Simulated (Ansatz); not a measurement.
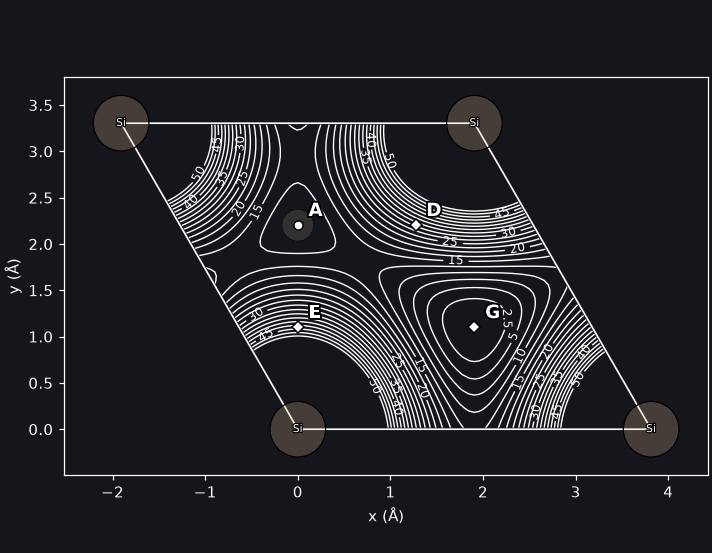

N₂ on a Si(001) slab cut from the P6_3/mmc phase, its upper half relaxed before the scan (6 atoms of substrate and one adsorbate in a 1 × 1 cell). 
- N2 is moved over the surface cell at a fixed height above a rigid substrate; the origin of the map has the adsorbate above Si6; the height is held at 3.10 Å.
- Places are given modulo a cell vector. The map is drawn in real space over the plane of the surface.
- The scan uses a 6 × 6 grid; 10 points were computed and 26 follow by symmetry.
- Energies are in meV, from the lowest grid point.
- With one adsorbate in each 1 × 1 cell, its nearest image is 3.8 Å away, so neighbouring adsorbates interact. At a fixed height the lowest place need not be the adsorption site.
- Method: DFT PBE+D3(BJ), scalar-relativistic, plane waves, PAW in Ansatz 0.2.0. Settings: cutoff 420 eV, k-mesh 9×9×1, gaussian smearing 0.05 eV, no spin polarisation.

The picture shows contour lines labelled in meV (none above 50), labelled circles for the atoms of the top layer and small ones for the second layer, the outline of one cell of the plane, lettered points. Between grid points the surface is interpolated.

What kind of point is each of A, D, E, G: minimum, saddle, maximum or slope?

Answer. A: minimum; D: on a slope; E: on a slope; G: minimum. (In these two coordinates alone; a stationary point may lie a little off the grid point.)

Rank the lettered points by energy, lowest first.

Answer. G (0 meV), A (11 meV), D (31 meV), E (44 meV).

PAW datasets: the set soft_1.
